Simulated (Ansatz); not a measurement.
System: HfN.

The calculation's input:

```
crystal:
  lattice:
    - [3.0658716673, 0.0, 0.0]
    - [-1.5329358336, 2.6551227486, 0.0]
    - [0.0, 0.0, 5.2968460767]
  atoms:
    - { symbol: Hf, position: [0.6666666667, 0.3333333333, 0.75] }
    - { symbol: Hf, position: [0.3333333333, 0.6666666667, 0.25] }
    - { symbol: "N", position: [0.0, 0.0, 0.0] }
    - { symbol: "N", position: [0.0, 0.0, 0.5] }
basis:
  ecutwfc: 420
kpoints:
  mp_grid: { grid: [15, 15, 8] }
hamiltonian:
  xc: lda
scf:
  occupations: { method: fermi_dirac, width: 0.15 }
output:
  forces: true
  stress: true
  eigenvalues: true
  write_density: true
  write_potential: true
  elf: true
  volumetric_format: npy
relax:
  adjacent_minimum: "off"
  f_tol: 0.001
  max_steps: 60
  cell: { stress_tol: 0.02, p_target: 22.0 }
```

Command:

```sh
ansatz run input.yaml --threads 1 --pin off --max-ram 1228MiB --backend cpu --events-out ev --progress --plain --runs-dir out
```

Below, planes, directions and counts refer to the conventional cell (a = 3.03 Å, b = 3.03 Å, c = 5.24 Å, α = 90.00°, β = 90.00°, γ = 120.00°).

The fields are those of the relaxed geometry.

Space group P6₃/mmc; a structure from a database of computed crystals, not necessarily the ambient phase; computed pressure about 22 GPa in this cell.

These are results of DFT LDA, scalar-relativistic, plane waves, PAW (Ansatz), not measurements.

### What will maps of the valence pseudo-density and electron localisation function show?

Hf–N (2.19 Å): ρ at the midpoint is about 0.63 e/Å³; the ELF peaks at about 0.80 in the valence shell of N, 0.7 Å from its nucleus, and drops to about 0.20 between the two atoms: no localised pair shows between them.
Hf–Hf (3.15 Å): the density is about 0.2 e/Å³ at the midpoint; the ELF is about 0.10 at the midpoint (no shared electron pair shows on this line).

### Does the calculation give a band gap?

It is gapless in this calculation (a metal or semimetal).

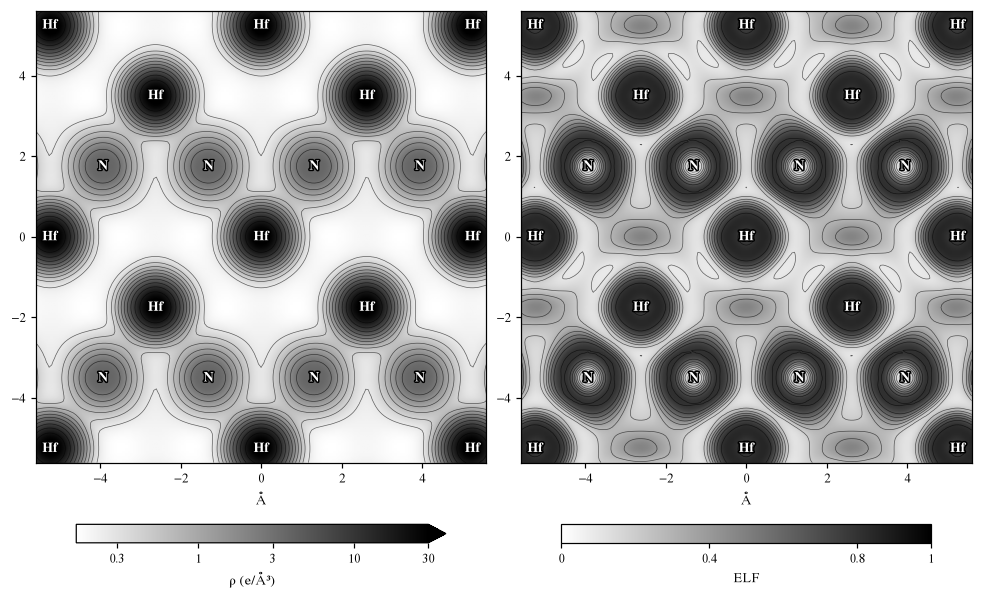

Computed valence pseudo-density and electron localisation function on the (110) plane of the conventional cell, in this order. 

The density is the valence pseudo-density of a PAW calculation; it isn't the true density close to the nuclei.
